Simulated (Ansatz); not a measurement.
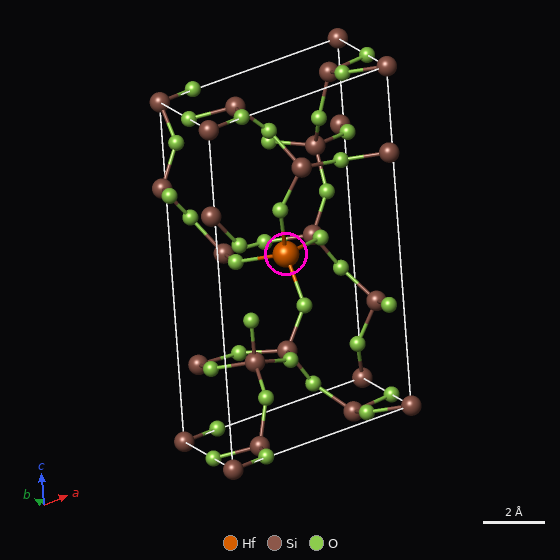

Structure drawing (ball-and-stick), viewed slightly off an axis. The box is the supercell; atoms on or close to its faces, edges and corners are drawn wherever they repeat. The host is SiO$_{2}$, in a cell of 36 sites, and the cell is neutral. A ring marks the defect's site.

Describe the defect.

Hafnium on a silicon site (a substitutional impurity). It is bonded to four O in a distorted tetrahedral arrangement at about 1.9 Å.

The atoms were relaxed in the host's cell with DFT PBE, scalar-relativistic, plane waves, PAW in Ansatz 0.2.0.
